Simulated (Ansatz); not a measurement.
## Geometry relaxation of Ni13Si7 (part 3 of 3)

Ni13Si7 (slab, 20 atoms in the cell); DFT PBEsol, scalar-relativistic, plane waves, PAW, no spin polarisation (Ansatz 0.2.0); cutoff 420 eV, 9×9×1 k-mesh, Gaussian smearing of 0.1 eV. The structure derives from an entry of the Crystallography Open Database. It belongs to a series of runs on one base structure; here: (0 0 1) slab, atoms relaxed.

Geometry of the input (Å; fractional positions):
```
3.8685  0.0000  0.0000
-1.9342  3.3502  0.0000
0.0000  0.0000  29.7510
Si 0.6667  0.3333  0.2521
Ni 0.3333  0.6667  0.2521
Ni 0.0000  0.0000  0.2934
Si 0.3333  0.6667  0.3347
Ni 0.6667  0.3333  0.3347
Ni 0.0000  0.0000  0.3760
Si 0.6667  0.3333  0.4174
Ni 0.3333  0.6667  0.4174
Ni 0.0000  0.0000  0.4587
Si 0.3333  0.6667  0.5000
Ni 0.6667  0.3333  0.5000
Ni 0.0000  0.0000  0.5413
Si 0.6667  0.3333  0.5826
Ni 0.3333  0.6667  0.5826
Ni 0.0000  0.0000  0.6240
Si 0.3333  0.6667  0.6653
Ni 0.6667  0.3333  0.6653
Ni 0.0000  0.0000  0.7066
Si 0.6667  0.3333  0.7479
Ni 0.3333  0.6667  0.7479
```

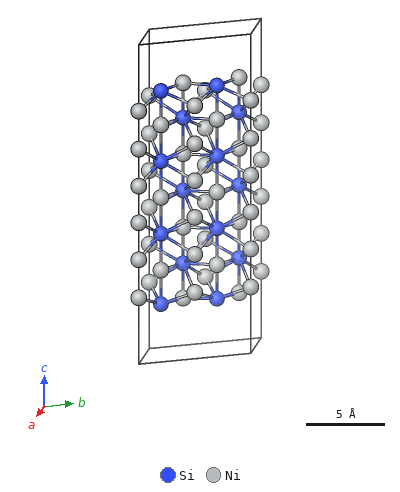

The geometry at step 3 of the log (ball-and-stick view of the 1 × 2 repeat of the cell, with the vacuum cut short, seen slightly off an axis).

Log, continued:
```
  k-point 1: bands = ["-95.6888", "-95.6888", "-95.5971", "-95.5741", "-95.5741", "-95.5080", "-95.5080", "-95.3014", "-95.3014", "-95.2432", "-95.2382", "-95.2316", "-95.2310", "-56.2814", "-56.2814", "-56.2814", "-56.2814", "-56.2135", "-56.2135", "-56.2116", "-56.2115", "-56.1875", "-56.1875", "-56.1875", "-56.1875", "-56.0833", "-56.0833", "-56.0823", "-56.0823", "-56.0749", "-56.0522", "-56.0520", "-56.0432", "-56.0431", "-55.9557", "-55.9557", "-55.9552", "-55.9552", "-55.8157", "-55.8152", "-55.8146", "-55.8120", "-55.8117", "-55.7971", "-55.7971", "-55.7971", "-55.7971", "-55.7879", "-55.7511", "-55.7174", "-55.6750", "-55.6750", "-4.8811", "-4.5845", "-4.0503", "-3.2186", "-2.1790", "-1.1654", "-0.5534", "1.6478", "2.2011", "2.4630", "2.4905", "2.6049", "2.6585", "2.6770", "2.7701", "2.8364", "2.9653", "3.0326", "3.2055", "3.2409", "3.3084", "3.3341", "3.4624", "3.5286", "3.7094", "3.7842", "4.0478", "4.1309", "4.1373", "4.2716", "4.2812", "4.3015", "4.3231", "4.3306", "4.3488", "4.3665", "4.3813", "4.4003", "4.4181", "5.4993", "5.5367", "5.5589", "5.6431", "5.6524", "5.6568", "5.7489", "5.7575", "5.8823", "5.9117", "5.9304", "6.0981", "6.1084", "6.1285", "6.2134", "6.2193", "6.2247", "6.2396", "6.2920", "6.2967", "6.3205", "6.3383", "6.3619", "6.3696", "6.3878", "6.4371", "6.4426", "6.4875", "6.5353", "6.6547", "6.7238", "6.9035", "6.9595", "7.6312", "7.8455", "8.8103", "8.8561", "8.9725", "9.1678", "9.1698", "9.3877", "9.5502", "9.7625", "9.7821", "10.2151", "10.3505", "10.3786", "10.4704", "10.5990", "10.8769", "10.8856", "10.9835", "11.2715", "11.4957", "11.5012", "11.5730", "11.6563", "11.8774", "12.1050", "12.1579", "12.2189", "12.3044", "12.3389", "12.4336", "12.5693", "12.6181", "13.1879"]
  k-point 2: bands = ["-95.6887", "-95.6887", "-95.5970", "-95.5741", "-95.5740", "-95.5079", "-95.5079", "-95.3015", "-95.3015", "-95.2433", "-95.2382", "-95.2317", "-95.2311", "-56.2818", "-56.2818", "-56.2817", "-56.2817", "-56.2143", "-56.2143", "-56.2120", "-56.2119", "-56.1879", "-56.1878", "-56.1878", "-56.1877", "-56.0845", "-56.0845", "-56.0807", "-56.0807", "-56.0758", "-56.0529", "-56.0527", "-56.0451", "-56.0451", "-55.9556", "-55.9556", "-55.9540", "-55.9540", "-55.8165", "-55.8148", "-55.8132", "-55.8119", "-55.8110", "-55.7969", "-55.7968", "-55.7967", "-55.7967", "-55.7870", "-55.7509", "-55.7177", "-55.6744", "-55.6744", "-4.4073", "-4.1185", "-3.5981", "-2.7927", "-1.8033", "-0.9087", "-0.5000", "1.4831", "1.6843", "2.0712", "2.0800", "2.4065", "2.4741", "2.8423", "2.8804", "2.8824", "2.9811", "2.9831", "3.1596", "3.2147", "3.4163", "3.4241", "3.4599", "3.6118", "3.7009", "3.9551", "4.0750", "4.1210", "4.1548", "4.2706", "4.2983", "4.3867", "4.3926", "4.4113", "4.4413", "4.4416", "4.4611", "4.5169", "4.5627", "5.3563", "5.3751", "5.4264", "5.4852", "5.4931", "5.5316", "5.5803", "5.6245", "5.6940", "5.8562", "5.8729", "5.8966", "5.9454", "5.9482", "5.9565", "6.0150", "6.0836", "6.1070", "6.1580", "6.1714", "6.2700", "6.3049", "6.3121", "6.3923", "6.3967", "6.3968", "6.4345", "6.4353", "6.4997", "6.5426", "6.6656", "6.7262", "6.9024", "7.4050", "7.4920", "7.6248", "7.7487", "7.9241", "7.9680", "8.1594", "8.2721", "8.7557", "8.7729", "8.8907", "9.4706", "9.6521", "9.9503", "10.2609", "10.3006", "10.5757", "10.6612", "10.7678", "11.0519", "11.0734", "11.1954", "11.5511", "11.5543", "12.2310", "12.4788", "12.7361", "12.8375", "13.2465", "13.4177", "13.6186", "13.9480", "13.9537", "13.9699"]
  k-point 11: bands = ["-95.6886", "-95.6886", "-95.5969", "-95.5739", "-95.5739", "-95.5076", "-95.5076", "-95.3018", "-95.3018", "-95.2435", "-95.2384", "-95.2318", "-95.2311", "-56.2836", "-56.2836", "-56.2815", "-56.2815", "-56.2165", "-56.2165", "-56.2136", "-56.2116", "-56.1894", "-56.1893", "-56.1878", "-56.1877", "-56.0887", "-56.0887", "-56.0773", "-56.0734", "-56.0734", "-56.0547", "-56.0547", "-56.0518", "-56.0518", "-55.9568", "-55.9568", "-55.9496", "-55.9496", "-55.8173", "-55.8145", "-55.8129", "-55.8105", "-55.8077", "-55.7969", "-55.7968", "-55.7948", "-55.7947", "-55.7854", "-55.7506", "-55.7182", "-55.6730", "-55.6730", "-1.7379", "-1.7211", "-1.6070", "-1.4820", "-1.3458", "-0.9751", "-0.8852", "0.5533", "0.8595", "1.0374", "1.2439", "1.3210", "1.5776", "1.8918", "1.9517", "2.3175", "2.4102", "2.6625", "2.7129", "3.1657", "3.4599", "3.5796", "3.6428", "3.8275", "3.8541", "4.3955", "4.3989", "4.4550", "4.4837", "4.4884", "4.5120", "4.5683", "4.7910", "4.8057", "4.8248", "4.8485", "4.8780", "4.8946", "4.8966", "4.9472", "4.9527", "5.0445", "5.0628", "5.1552", "5.1671", "5.1833", "5.2479", "5.3210", "5.3498", "5.4382", "5.5300", "5.6526", "5.6627", "5.6716", "5.6948", "5.8085", "5.8723", "5.8749", "5.8806", "5.9669", "5.9934", "5.9968", "6.0214", "6.0453", "6.0890", "6.1761", "6.1829", "6.2679", "6.2757", "6.3199", "6.4155", "6.4389", "6.4655", "6.4959", "6.5087", "6.6010", "6.7415", "6.8772", "7.0787", "7.3202", "7.3457", "7.5744", "7.7541", "7.8202", "8.3980", "8.6085", "8.7044", "9.0535", "10.1292", "10.2716", "11.4190", "11.7284", "12.4445", "12.8959", "13.2533", "13.2930", "14.1661", "14.1864", "14.7624", "14.7638", "14.8082", "14.9879", "15.1194", "15.1234", "15.1607", "15.2100"]
--- Relaxed structure (5 steps of the walk, 5 accepted, 0 SCFs on fresh bases) ---
  F+E_penalty+E_count = -79823.87932127 eV   max|allowed force component| = 7.960e-3 eV/Å
  atoms:
    - { symbol: Si, position: [0.6666666666666666, 0.3333333333333333, 0.2582555521156026] }
    - { symbol: Ni, position: [0.3333333333333333, 0.6666666666666666, 0.2542259187177642] }
    - { symbol: Ni, position: [-2.635001872791331e-18, 2.060342087964471e-31, 0.28878148589718267] }
    - { symbol: Si, position: [0.3333333333333333, 0.6666666666666666, 0.33429247026960246] }
    - { symbol: Ni, position: [0.6666666666666666, 0.3333333333333333, 0.33585076716123735] }
    - { symbol: Ni, position: [-9.08281100627413e-19, -8.584758699851965e-33, 0.3744507160391606] }
    - { symbol: Si, position: [0.6666666666666666, 0.3333333333333333, 0.41843603948965685] }
    - { symbol: Ni, position: [0.3333333333333333, 0.6666666666666666, 0.41603200766067033] }
    - { symbol: Ni, position: [-2.8135847518228877e-19, -1.3490335099767372e-32, 0.458187837236471] }
    - { symbol: Si, position: [0.3333333333333333, 0.6666666666666666, 0.5000000021835378] }
    - { symbol: Ni, position: [0.6666666666666666, 0.3333333333333333, 0.4999999985157806] }
    - { symbol: Ni, position: [2.8135675542257784e-19, -3.4339034799407854e-32, 0.5418121597422808] }
    - { symbol: Si, position: [0.6666666666666666, 0.3333333333333333, 0.5815639390494614] }
    - { symbol: Ni, position: [0.3333333333333333, 0.6666666666666666, 0.583967982162579] }
    - { symbol: Ni, position: [9.082817607767787e-19, -4.905576399915409e-33, 0.62554928512058] }
    - { symbol: Si, position: [0.3333333333333333, 0.6666666666666666, 0.665707536968928] }
    - { symbol: Ni, position: [0.6666666666666666, 0.3333333333333333, 0.664149217063339] }
    - { symbol: Ni, position: [2.6350121457061176e-18, 1.7660075039695467e-31, 0.71121853215012] }
    - { symbol: Si, position: [0.6666666666666666, 0.3333333333333333, 0.741744422379679] }
    - { symbol: Ni, position: [0.3333333333333333, 0.6666666666666666, 0.745774130076366] }
```

Trajectory as extended XYZ (Å, eV, eV/Å), 5 frames, from step=1 to step=5:
```
20
Lattice="3.8685 0.0000 0.0000 -1.9342 3.3502 0.0000 0.0000 0.0000 29.7510" Properties=species:S:1:pos:R:3:forces:R:3 step=1 energy=-79823.50406
Si    1.9342    1.1167    7.5000    0.0000   0.0000   0.7340
Ni    0.0000    2.2335    7.5000    0.0000   0.0000   0.6538
Ni    0.0000    0.0000    8.7292    0.0000   0.0000  -1.1600
Si    0.0000    2.2335    9.9585    0.0000   0.0000  -0.2552
Ni    1.9342    1.1167    9.9585    0.0000   0.0000  -0.0745
Ni    0.0000    0.0000   11.1877    0.0000   0.0000   0.0242
Si    1.9342    1.1167   12.4170    0.0000   0.0000   0.0197
Ni    0.0000    2.2335   12.4170    0.0000   0.0000  -0.0649
Ni    0.0000    0.0000   13.6462    0.0000   0.0000   0.0246
Si    0.0000    2.2335   14.8755    0.0000   0.0000   0.0000
Ni    1.9342    1.1167   14.8755    0.0000   0.0000   0.0000
Ni    0.0000    0.0000   16.1047    0.0000   0.0000  -0.0246
Si    1.9342    1.1167   17.3340    0.0000   0.0000  -0.0197
Ni    0.0000    2.2335   17.3340    0.0000   0.0000   0.0649
Ni    0.0000    0.0000   18.5632    0.0000   0.0000  -0.0242
Si    0.0000    2.2335   19.7925    0.0000   0.0000   0.2552
Ni    1.9342    1.1167   19.7925    0.0000   0.0000   0.0745
Ni    0.0000    0.0000   21.0217    0.0000   0.0000   1.1600
Si    1.9342    1.1167   22.2510    0.0000   0.0000  -0.7340
Ni    0.0000    2.2335   22.2510    0.0000   0.0000  -0.6538
20
Lattice="3.8685 0.0000 0.0000 -1.9342 3.3502 0.0000 0.0000 0.0000 29.7510" Properties=species:S:1:pos:R:3:forces:R:3 step=2 energy=-79823.68598
Si    1.9342    1.1167    7.5486    0.0000   0.0000   0.5746
Ni    0.0000    2.2335    7.5416    0.0000   0.0000   0.3940
Ni    0.0000    0.0000    8.6942    0.0000   0.0000  -0.8624
Si    0.0000    2.2335    9.9516    0.0000   0.0000  -0.0918
Ni    1.9342    1.1167    9.9599    0.0000   0.0000  -0.0437
Ni    0.0000    0.0000   11.1784    0.0000   0.0000  -0.0246
Si    1.9342    1.1167   12.4153    0.0000   0.0000   0.0515
Ni    0.0000    2.2335   12.4108    0.0000   0.0000  -0.0616
Ni    0.0000    0.0000   13.6443    0.0000   0.0000   0.0096
Si    0.0000    2.2335   14.8755    0.0000   0.0000   0.0000
Ni    1.9342    1.1167   14.8755    0.0000   0.0000   0.0000
Ni    0.0000    0.0000   16.1067    0.0000   0.0000  -0.0096
Si    1.9342    1.1167   17.3356    0.0000   0.0000  -0.0515
Ni    0.0000    2.2335   17.3402    0.0000   0.0000   0.0616
Ni    0.0000    0.0000   18.5726    0.0000   0.0000   0.0246
Si    0.0000    2.2335   19.7993    0.0000   0.0000   0.0918
Ni    1.9342    1.1167   19.7910    0.0000   0.0000   0.0437
Ni    0.0000    0.0000   21.0567    0.0000   0.0000   0.8624
Si    1.9342    1.1167   22.2023    0.0000   0.0000  -0.5746
Ni    0.0000    2.2335   22.2093    0.0000   0.0000  -0.3940
20
Lattice="3.8685 0.0000 0.0000 -1.9342 3.3502 0.0000 0.0000 0.0000 29.7510" Properties=species:S:1:pos:R:3:forces:R:3 step=3 energy=-79823.85993
Si    1.9342    1.1167    7.6965    0.0000   0.0000  -0.1635
Ni    0.0000    2.2335    7.6253    0.0000   0.0000  -0.2505
Ni    0.0000    0.0000    8.5919    0.0000   0.0000   0.1801
Si    0.0000    2.2335    9.9709    0.0000   0.0000   0.0820
Ni    1.9342    1.1167    9.9849    0.0000   0.0000   0.1145
Ni    0.0000    0.0000   11.1509    0.0000   0.0000  -0.0371
Si    1.9342    1.1167   12.4316    0.0000   0.0000   0.0941
Ni    0.0000    2.2335   12.3999    0.0000   0.0000  -0.0448
Ni    0.0000    0.0000   13.6396    0.0000   0.0000  -0.0390
Si    0.0000    2.2335   14.8755    0.0000   0.0000   0.0000
Ni    1.9342    1.1167   14.8755    0.0000   0.0000   0.0000
Ni    0.0000    0.0000   16.1114    0.0000   0.0000   0.0390
Si    1.9342    1.1167   17.3194    0.0000   0.0000  -0.0941
Ni    0.0000    2.2335   17.3511    0.0000   0.0000   0.0448
Ni    0.0000    0.0000   18.6001    0.0000   0.0000   0.0372
Si    0.0000    2.2335   19.7801    0.0000   0.0000  -0.0820
Ni    1.9342    1.1167   19.7661    0.0000   0.0000  -0.1145
Ni    0.0000    0.0000   21.1591    0.0000   0.0000  -0.1801
Si    1.9342    1.1167   22.0545    0.0000   0.0000   0.1635
Ni    0.0000    2.2335   22.1256    0.0000   0.0000   0.2505
20
Lattice="3.8685 0.0000 0.0000 -1.9342 3.3502 0.0000 0.0000 0.0000 29.7510" Properties=species:S:1:pos:R:3:forces:R:3 step=4 energy=-79823.87860
Si    1.9342    1.1167    7.6772    0.0000   0.0000   0.0456
Ni    0.0000    2.2335    7.5616    0.0000   0.0000  -0.0029
Ni    0.0000    0.0000    8.5914    0.0000   0.0000  -0.0071
Si    0.0000    2.2335    9.9393    0.0000   0.0000   0.0162
Ni    1.9342    1.1167    9.9960    0.0000   0.0000  -0.0532
Ni    0.0000    0.0000   11.1409    0.0000   0.0000  -0.0114
Si    1.9342    1.1167   12.4465    0.0000   0.0000   0.0132
Ni    0.0000    2.2335   12.3705    0.0000   0.0000   0.0261
Ni    0.0000    0.0000   13.6313    0.0000   0.0000  -0.0056
Si    0.0000    2.2335   14.8755    0.0000   0.0000   0.0000
Ni    1.9342    1.1167   14.8755    0.0000   0.0000   0.0000
Ni    0.0000    0.0000   16.1196    0.0000   0.0000   0.0056
Si    1.9342    1.1167   17.3044    0.0000   0.0000  -0.0132
Ni    0.0000    2.2335   17.3805    0.0000   0.0000  -0.0261
Ni    0.0000    0.0000   18.6100    0.0000   0.0000   0.0114
Si    0.0000    2.2335   19.8117    0.0000   0.0000  -0.0162
Ni    1.9342    1.1167   19.7550    0.0000   0.0000   0.0532
Ni    0.0000    0.0000   21.1596    0.0000   0.0000   0.0071
Si    1.9342    1.1167   22.0738    0.0000   0.0000  -0.0456
Ni    0.0000    2.2335   22.1894    0.0000   0.0000   0.0029
20
Lattice="3.8685 0.0000 0.0000 -1.9342 3.3502 0.0000 0.0000 0.0000 29.7510" Properties=species:S:1:pos:R:3:forces:R:3 step=5 energy=-79823.87932
Si    1.9342    1.1167    7.6833    0.0000   0.0000  -0.0080
Ni    0.0000    2.2335    7.5635    0.0000   0.0000   0.0017
Ni    0.0000    0.0000    8.5915    0.0000   0.0000   0.0042
Si    0.0000    2.2335    9.9455    0.0000   0.0000   0.0037
Ni    1.9342    1.1167    9.9919    0.0000   0.0000   0.0049
Ni    0.0000    0.0000   11.1403    0.0000   0.0000   0.0030
Si    1.9342    1.1167   12.4489    0.0000   0.0000  -0.0071
Ni    0.0000    2.2335   12.3773    0.0000   0.0000  -0.0054
Ni    0.0000    0.0000   13.6315    0.0000   0.0000  -0.0012
Si    0.0000    2.2335   14.8755    0.0000   0.0000   0.0000
Ni    1.9342    1.1167   14.8755    0.0000   0.0000   0.0000
Ni    0.0000    0.0000   16.1194    0.0000   0.0000   0.0012
Si    1.9342    1.1167   17.3021    0.0000   0.0000   0.0071
Ni    0.0000    2.2335   17.3736    0.0000   0.0000   0.0054
Ni    0.0000    0.0000   18.6107    0.0000   0.0000  -0.0030
Si    0.0000    2.2335   19.8054    0.0000   0.0000  -0.0037
Ni    1.9342    1.1167   19.7591    0.0000   0.0000  -0.0049
Ni    0.0000    0.0000   21.1594    0.0000   0.0000  -0.0042
Si    1.9342    1.1167   22.0676    0.0000   0.0000   0.0080
Ni    0.0000    2.2335   22.1875    0.0000   0.0000  -0.0017
```

Results in brief:

```json
{"quantity": "outcome", "value": "converged"}
{"quantity": "electrons treated", "value": "262"}
{"quantity": "free energy", "value": "−79823.8793 eV"}
{"quantity": "work function, top face", "value": "4.44 eV"}
{"quantity": "work function, bottom face", "value": "4.44 eV"}
{"quantity": "Fermi energy", "value": "7.723 eV"}
{"quantity": "gap on the k-point mesh", "value": "none (metallic)"}
{"quantity": "final volume", "value": "385.57 Å³"}
{"quantity": "work function (upper face)", "value": "4.44 eV"}
{"quantity": "largest force (length of the vector) at the end", "value": "0.008 eV/Å"}
{"quantity": "hardware", "value": "4 threads of Intel Xeon (Granite Rapids), 32 GiB of memory available, shared host"}
{"quantity": "wall time", "value": "88 s (CPU time 5.7 min)"}
{"quantity": "peak memory", "value": "1.7 GiB"}
```

Warnings of the run: the exchange-correlation potential is rough where the density is thin. The run has no spin polarisation, so a magnetic state may lie lower.
